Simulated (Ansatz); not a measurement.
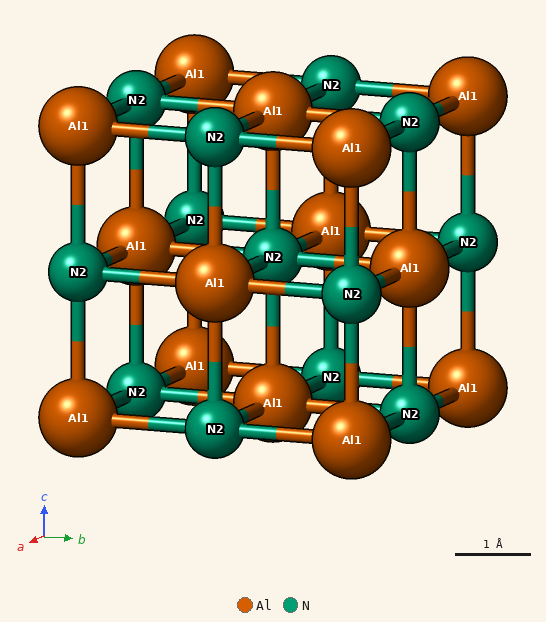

Figure 1. The structure (ball-and-stick view of the cell 4 times as large as that of the calculation, set on its symmetry axes, seen slightly off an axis; atoms are numbered from 1 in the order of the input). Near neighbours in the crystal (not all of them lie inside the picture): Al has 6 N at 1.98 Å; N has 6 Al at 1.98 Å.

# What a change does: single-point calculation on AlN

System: AlN (Fm-3m, 2 atoms in the cell).
Method of run 1: DFT PBEsol, scalar-relativistic, plane waves, PAW, no spin polarisation (Ansatz 0.2.0).

The structure derives from an entry of the Crystallography Open Database. Text and figures count atoms from 1; the logs count them from 0 in places.

## Input, run 1
```yaml
crystal:
  lattice:
    - [0.0, 1.9845714768, 1.9845714768]
    - [1.9845714768, 0.0, 1.9845714768]
    - [1.9845714768, 1.9845714768, 0.0]
  atoms:
    - { symbol: Al, position: [0.0, 0.0, 0.0] }
    - { symbol: "N", position: [0.5, 0.5, 0.5] }
basis:
  ecutwfc: 420
  ecutrho_ratio: 4
kpoints:
  mp_grid: { grid: [14, 14, 14] }
hamiltonian:
  xc: pbesol
scf:
  occupations: { method: gaussian, width: 0.05 }
output:
  forces: true
  stress: true
  eigenvalues: true
```

Hardware: 4 threads of an Arm (aarch64) CPU, shared host.

## Output, shortened to warnings, some set-up lines, iterations and results (run 1)
```
Basis set: ecut = 420 eV, 307 PW (Γ), exchange–correlation on 40×40×40 points (8 copies of the dense FFT grid, shifted against one another)
Symmetry: 48 space group operations
k-points: 104 of 2744
Initial density: superposition of atomic densities (neutral atoms: chi_scale 0, normalization atom), corrected by the library's trained network
[...]
SCF iter   1: F=—  HF=-905.714579 eV  |F-HF|=—  |Δ(HF+E_count)|=         —  Δρ=1.22e-2  dr2=2.18e-2  ethr=1.77e-3  ⟨swp⟩=4.6  Hψ=5761  notcnv=0
SCF iter   2: F=—  HF=-905.707953 eV  |F-HF|=—  |Δ(HF+E_count)|=   6.63e-3  Δρ=3.80e-3  dr2=1.39e-3  ethr=2.73e-4  ⟨swp⟩=2.7  Hψ=2276  notcnv=0
SCF iter   3: F=—  HF=-905.707522 eV  |F-HF|=—  |Δ(HF+E_count)|=   4.30e-4  Δρ=9.09e-4  dr2=4.07e-5  ethr=1.73e-5  ⟨swp⟩=2.4  Hψ=1217  notcnv=0
SCF iter   4: F=—  HF=-905.707533 eV  |F-HF|=—  |Δ(HF+E_count)|=   1.03e-5  Δρ=3.19e-5  dr2=5.55e-8  ethr=5.09e-7  ⟨swp⟩=1.0  Hψ=836  notcnv=0
SCF iter   5: F=-905.707533 eV  HF=-905.707533 eV  |F-HF|=3.32e-10  |Δ(HF+E_count)|=   3.87e-8  Δρ=4.81e-6  dr2=5.90e-10  ethr=6.94e-10  ⟨swp⟩=2.2  Hψ=1223  notcnv=0
SCF iter   6: F=-905.707533 eV  HF=-905.707533 eV  |F-HF|=2.50e-12  |Δ(HF+E_count)|=  3.69e-10  Δρ=5.06e-7  dr2=1.04e-11  ethr=7.37e-12  ⟨swp⟩=1.4  Hψ=3099  notcnv=0
SCF 1 converged in 6 iterations: F = -905.707533 eV  dr2 = 1.04e-11
SCF converged after 6 iterations
Free energy (F): -905.707533 eV
Harris-Foulkes:  -905.707533 eV  (|F-HF|=2.50e-12)
Internal energy: -905.707533 eV  (E = F + TS)
E sigma→0 (E₀):  -905.707533 eV
Fermi energy:    14.474505 eV
--- Per-component energies (eV) ---
  E_band       = 42.871329
  E_kinetic    = 165.372302
  E_local      = -162.833974  (includes V_loc(G=0)·N_el)
  E_nonlocal   = 54.971575
  E_hartree    = 59.730280
  E_xc         = -103.075367
  E_vxc        = -110.650954  (∫ρ·V_xc dr)
  E_paw        = -577.850089  (= ΣΔE_a)
  E_vpaw       = -23.448263  (= ΣTr[D̂ρ^β])
  E_aug_tail   = 0.000094  (compensation charges beyond the density's cutoff)
  E_ewald      = -342.069592
  E_core_change = 0.047238  (= ΣΔE_core)
  E_smearing   = -0.000000  (= −TS)
  E_closure    = 0.000000  (closes the sum)
  Σ components = -905.707533   (vs F -905.707533, Δ=0.00e0)
--- Forces (eV/Å), atoms counted from 1 ---
  atom   1  Al    -0.00000000     0.00000000     0.00000000
  atom   2  N      0.00000000    -0.00000000    -0.00000000
  max |Σ_I F_I| component: 8.25e-30 eV/Å
--- Stress (GPa, compression-positive) ---
       16.758725      -0.000000       0.000000
        0.000000      16.758725      -0.000000
        0.000000       0.000000      16.758725
  P = ⅓ Tr σ = 16.7587 GPa (167.587 kbar)
```

For run 2 the input was changed thus:
```diff
-    - [0.0, 1.9845714768, 1.9845714768]
-    - [1.9845714768, 0.0, 1.9845714768]
-    - [1.9845714768, 1.9845714768, 0.0]
+    - [0.0, 2.0221054148, 2.0221054148]
+    - [2.0221054148, 0.0, 2.0221054148]
+    - [2.0221054148, 2.0221054148, 0.0]
```

Predict how the results change.

With the same functional and potentials, run 2 lies 22.8 meV per atom lower. The gap on the mesh goes from 5.03 to 4.55 eV. The pressure goes from 16.76 to 0.20 GPa. The volume per atom goes from 7.82 to 8.27 Å³. The cell is scaled evenly with the atoms at fixed fractional positions, so −ΔP/Δ ln V estimates the bulk modulus midway between the two volumes: about 290 GPa. The number of SCF iterations is the same. The plane waves at Γ go from 307 to 331.

## Output, shortened to warnings, some set-up lines, iterations and results (run 2)
```
Basis set: ecut = 420 eV, 331 PW (Γ), exchange–correlation on 40×40×40 points (8 copies of the dense FFT grid, shifted against one another)
Symmetry: 48 space group operations
k-points: 104 of 2744
Initial density: superposition of atomic densities (neutral atoms: chi_scale 0, normalization atom), corrected by the library's trained network
[...]
SCF iter   1: F=—  HF=-905.759390 eV  |F-HF|=—  |Δ(HF+E_count)|=         —  Δρ=1.11e-2  dr2=1.95e-2  ethr=1.77e-3  ⟨swp⟩=4.5  Hψ=5724  notcnv=0
SCF iter   2: F=—  HF=-905.753709 eV  |F-HF|=—  |Δ(HF+E_count)|=   5.68e-3  Δρ=3.78e-3  dr2=1.58e-3  ethr=2.44e-4  ⟨swp⟩=2.7  Hψ=2272  notcnv=0
SCF iter   3: F=—  HF=-905.753225 eV  |F-HF|=—  |Δ(HF+E_count)|=   4.84e-4  Δρ=8.24e-4  dr2=3.51e-5  ethr=1.97e-5  ⟨swp⟩=2.5  Hψ=1206  notcnv=0
SCF iter   4: F=—  HF=-905.753229 eV  |F-HF|=—  |Δ(HF+E_count)|=   3.98e-6  Δρ=3.10e-5  dr2=6.58e-8  ethr=4.39e-7  ⟨swp⟩=1.1  Hψ=841  notcnv=0
SCF iter   5: F=-905.753229 eV  HF=-905.753229 eV  |F-HF|=3.19e-10  |Δ(HF+E_count)|=   2.14e-8  Δρ=4.39e-6  dr2=5.42e-10  ethr=8.22e-10  ⟨swp⟩=2.5  Hψ=1224  notcnv=0
SCF iter   6: F=-905.753229 eV  HF=-905.753229 eV  |F-HF|=2.27e-13  |Δ(HF+E_count)|=  3.54e-10  Δρ=3.83e-7  dr2=6.74e-12  ethr=6.78e-12  ⟨swp⟩=1.4  Hψ=2975  notcnv=0
SCF 1 converged in 6 iterations: F = -905.753229 eV  dr2 = 6.74e-12
SCF converged after 6 iterations
Free energy (F): -905.753229 eV
Harris-Foulkes:  -905.753229 eV  (|F-HF|=2.27e-13)
Internal energy: -905.753229 eV  (E = F + TS)
E sigma→0 (E₀):  -905.753229 eV
Fermi energy:    13.410971 eV
--- Per-component energies (eV) ---
  E_band       = 38.020792
  E_kinetic    = 162.409661
  E_local      = -168.325417  (includes V_loc(G=0)·N_el)
  E_nonlocal   = 54.455300
  E_hartree    = 61.027362
  E_xc         = -102.214173
  E_vxc        = -109.558729  (∫ρ·V_xc dr)
  E_paw        = -577.433132  (= ΣΔE_a)
  E_vpaw       = -23.014839  (= ΣTr[D̂ρ^β])
  E_aug_tail   = 0.000094  (compensation charges beyond the density's cutoff)
  E_ewald      = -335.720161
  E_core_change = 0.047238  (= ΣΔE_core)
  E_smearing   = -0.000000  (= −TS)
  E_closure    = 0.000000  (closes the sum)
  Σ components = -905.753229   (vs F -905.753229, Δ=0.00e0)
--- Forces (eV/Å), atoms counted from 1 ---
  atom   1  Al    -0.00000000    -0.00000000    -0.00000000
  atom   2  N      0.00000000    -0.00000000    -0.00000000
  max |Σ_I F_I| component: 6.93e-30 eV/Å
--- Stress (GPa, compression-positive) ---
        0.201007       0.000000       0.000000
       -0.000000       0.201007      -0.000000
        0.000000      -0.000000       0.201007
  P = ⅓ Tr σ = 0.2010 GPa (2.010 kbar)
```

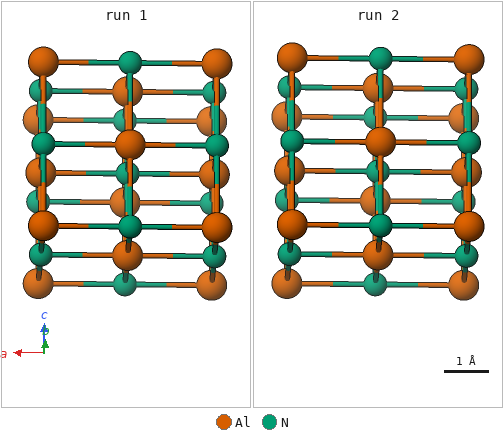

Figure 2. The two input geometries at one scale (ball-and-stick view of the cell 4 times as large as that of the calculation, set on its symmetry axes, seen at an oblique angle). No atom moves by more than 0.005 Å relative to the cell. The volume changes by +5.8 %, with a = b = c 3.969 → 4.044 Å (+1.9 %). Among the contacts that change: Al–N 1.985 → 2.022 Å.

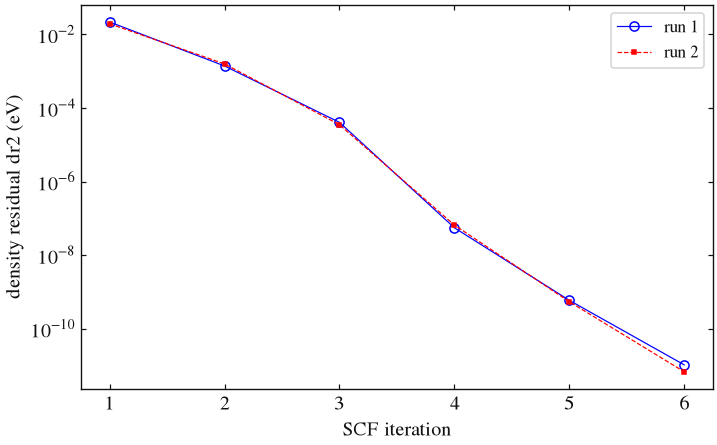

Figure 3. Convergence of the two runs: density residual dr2 against the SCF iteration. Run 1 takes 6 iterations in all, and run 2 takes 6.

## The two runs side by side

| quantity | run 1 | run 2 |
| --- | --- | --- |
| outcome | converged | converged |
| free energy per atom (eV) | −452.8538 | −452.8766 |
| gap on the mesh (eV) | 5.03 | 4.55 |
| pressure (GPa) | 16.76 | 0.20 |
| volume per atom (Å³) | 7.82 | 8.27 |
| largest force (eV/Å) | 0.000 | 0.000 |
| SCF iterations | 6 | 6 |
| irreducible k-points | 104 | 104 |
| plane waves at Γ | 307 | 331 |
| wall time (shared host) | 0.62 s | 0.62 s |

For run 1: The cell is under a pressure of 16.8 GPa at this level, so it is not at its equilibrium volume.
